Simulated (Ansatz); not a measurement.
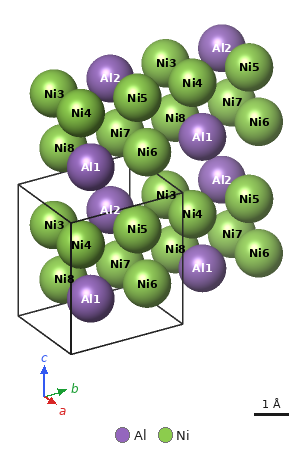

This is the input geometry for a relaxation of a crystal of AlNi3 (built on the database_194 type) (coarse preliminary run). Style: spheres-only. Shown: the cell of the calculation, repeated 1 × 2 × 2 with one cell outlined, slightly off an axis.

Case: structure listed in a database for this formula (P6_3/mmc, No. 194).

Method: DFT PBE, scalar-relativistic, plane waves, PAW (Ansatz).

Input
```yaml
crystal:
  lattice:
    - [5.0091156652, 0.0, 0.0]
    - [-2.5045578326, 4.3380214166, 0.0]
    - [0.0, 0.0, 4.04025638]
  atoms:
    - { symbol: Al, position: [0.66666667, 0.33333333, 0.25] }
    - { symbol: Al, position: [0.33333333, 0.66666667, 0.75] }
    - { symbol: Ni, position: [0.32852, 0.16426, 0.75], spin: 0.21 }
    - { symbol: Ni, position: [0.83574, 0.16426, 0.75], spin: 0.21 }
    - { symbol: Ni, position: [0.83574, 0.67148, 0.75], spin: 0.21 }
    - { symbol: Ni, position: [0.67148, 0.83574, 0.25], spin: 0.21 }
    - { symbol: Ni, position: [0.16426, 0.83574, 0.25], spin: 0.21 }
    - { symbol: Ni, position: [0.16426, 0.32852, 0.25], spin: 0.21 }
basis:
  ecutwfc: 420
kpoints:
  mp_grid: { grid: [6, 6, 4] }
hamiltonian:
  xc: pbe
scf:
  occupations: { method: gaussian, width: 0.1 }
  lower_state_search: "off"
output:
  forces: true
  stress: true
  eigenvalues: true
  populations: true
magnetization:
  spin_polarized: true
relax:
  adjacent_minimum: "off"
  f_tol: 0.04
  max_steps: 70
  cell: { stress_tol: 0.4 }
```

Launched with:
```bash
ansatz run input.yaml --threads 1 --pin off --max-ram 2560MiB --backend cpu --events-out ev --progress --plain --runs-dir out
```

### Where does the relaxation end?

After 2 accepted moves (3 points after the start) the energy has fallen by 8.3 meV per atom. The largest force component goes from 0.12 to 0.013 eV/Å. The pressure goes from 6.89 to 0.18 GPa. At 1 point the geometry stayed and the basis and grid were re-selected for the new cell (energy shift of 0.1 meV per atom at most each time). The largest moves relative to the cell, 0.004 Å, are those of Ni3, Ni4, Ni5, Ni6, Ni7 and Ni8. Ni4 goes along [−1 1 0]. Al stays in place. The drawn cell changes as follows: a = b 5.009 → 5.070 Å (+1.2 %), c 4.040 → 4.080 Å (+1.0 %); the volume changes by +3.4 %. Among the contacts that change: Ni3–Ni4 2.468 → 2.506 Å, Al1–Ni6 2.505 → 2.535 Å, Ni3–Ni7 2.472 → 2.501 Å, Al1–Ni3 2.497 → 2.520 Å. The space group stays P6_3/mmc (No. 194).

After the run, drawn alike:

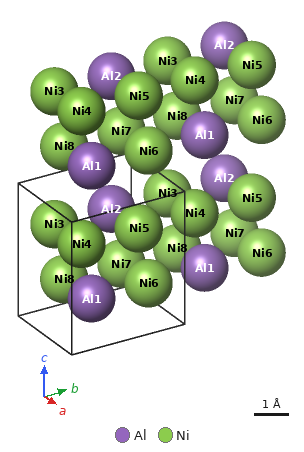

Limits of the set-up: the k-point mesh is coarse for a cell with partly filled bands.
